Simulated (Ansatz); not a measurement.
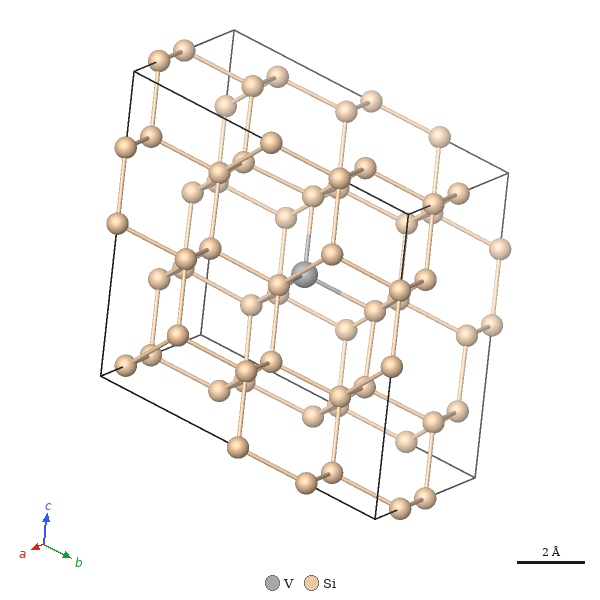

This ball-and-stick model is shown slightly off an axis. Thin lines show the supercell, with boundary atoms drawn in all their periodic places. The host is Si, in a cell of 32 sites, and the cell carries a charge of +1.

Question: How does this supercell depart from the perfect host?

Answer: Vanadium on a silicon site (a substitutional impurity). It is bonded to four Si in a tetrahedral arrangement at about 2.4 Å.

Calculation details: Ansatz, DFT PBEsol, scalar-relativistic, plane waves, PAW; a kinetic-energy cutoff of 420 eV, a 3×3×3 k-point grid, Gaussian smearing of 0.02 eV, collinear spins.

Question: Is the defect spin-polarised?

Answer: No net moment.

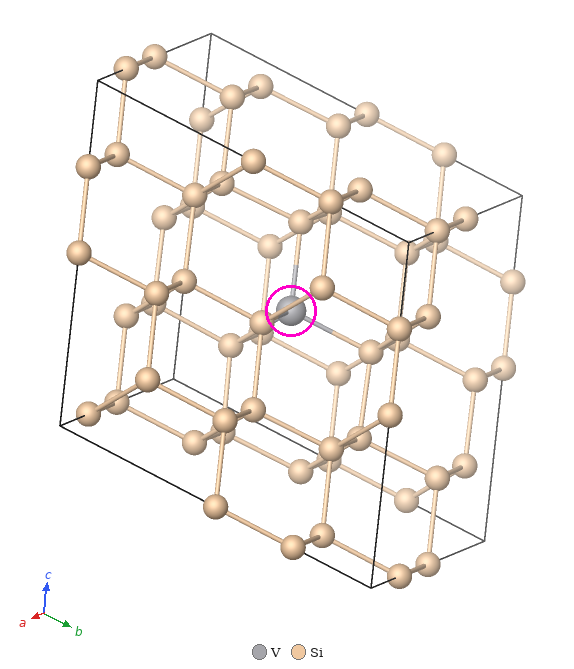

The same cell with a ring at the defect's site.

The atoms were relaxed in the host's cell with DFT PBEsol, scalar-relativistic, plane waves, PAW (Ansatz).
